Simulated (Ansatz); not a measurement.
Input file:

```
crystal:
  lattice:
    - [0.0, 2.684936747, 2.684936747]
    - [2.684936747, 0.0, 2.684936747]
    - [2.684936747, 2.684936747, 0.0]
  atoms:
    - { symbol: B, position: [0.8744071751, 0.3751976083, 0.3751976083] }
    - { symbol: B, position: [0.75, 0.75, 0.75] }
    - { symbol: B, position: [0.3751976083, 0.3751976083, 0.8744071751] }
    - { symbol: B, position: [0.3751976083, 0.8744071751, 0.3751976083] }
    - { symbol: B, position: [0.3751976083, 0.3751976083, 0.3751976083] }
    - { symbol: "N", position: [0.0, 0.0, 0.0] }
basis:
  ecutwfc: 420
kpoints:
  mp_grid: { grid: [12, 12, 12] }
hamiltonian:
  xc: pbe
scf:
  occupations: { method: gaussian, width: 0.1 }
output:
  forces: true
  stress: true
  eigenvalues: true
  write_density: true
  write_potential: true
  elf: true
  volumetric_format: npy
relax:
  adjacent_minimum: "off"
  f_tol: 0.01
  max_steps: 80
  cell: { stress_tol: 0.05 }
```

Run with:

```sh
ansatz run input.yaml --threads 1 --pin off --max-ram 2560MiB --backend cpu --events-out ev --progress --plain --runs-dir out
```

Below, planes, directions and counts refer to the conventional cell (a = 5.38 Å, b = 5.38 Å, c = 5.38 Å, α = 90.00°, β = 90.00°, γ = 90.00°).

The fields are those of the run's last geometry, not of the input's.

Space group F-43m; a structure generated by program, which may or may not match a known phase.

These are results of DFT PBE, scalar-relativistic, plane waves, PAW (Ansatz 0.2.0), not measurements.

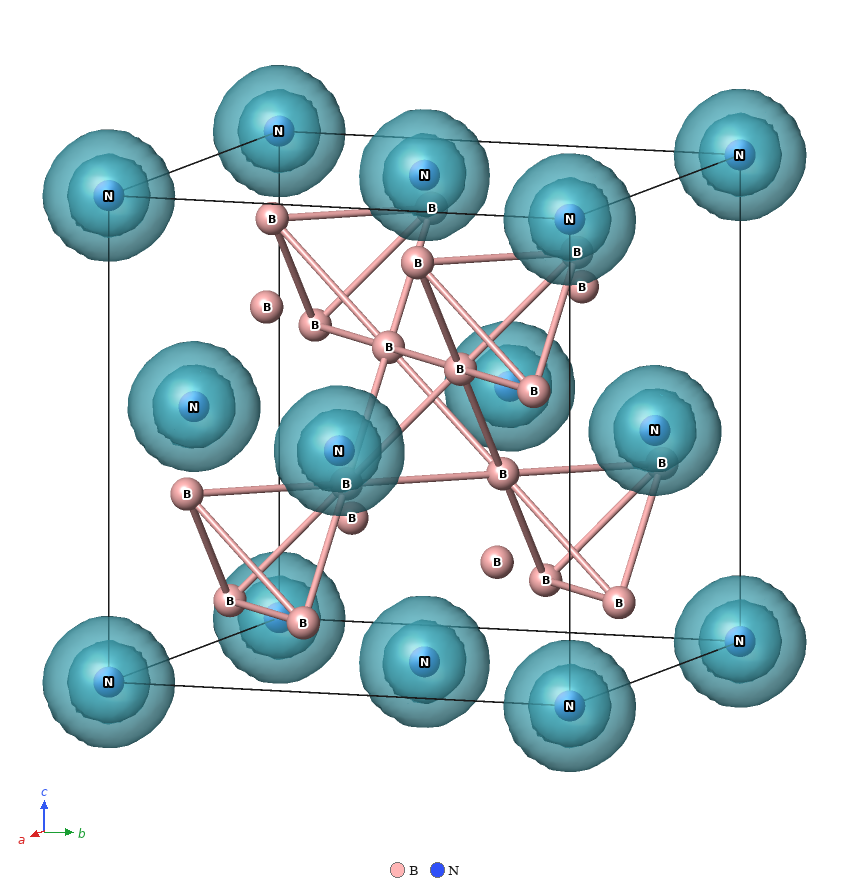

B5N. Isosurface of the electron localisation function at 0.75 (cyan), seen slightly off an axis. Core shells and regions of very low density are left out. Sticks mark near contacts.

> Where are the electrons localised?

At this value the surface marks out four regions wrapped around N (the valence shell of each), counted in one cell of 24 atoms. Any copies at cell faces, edges or corners count once. Profiles from the grid: B–B (1.88 Å): the ELF peaks at about 0.70 between the atoms. B–N (2.23 Å): the ELF peaks at about 0.80 in the valence shell of N, 0.6 Å from its nucleus, and drops to about 0.25 between the two atoms.

> Metal or insulator at this level of theory?

It is gapless in this calculation (a metal or semimetal).
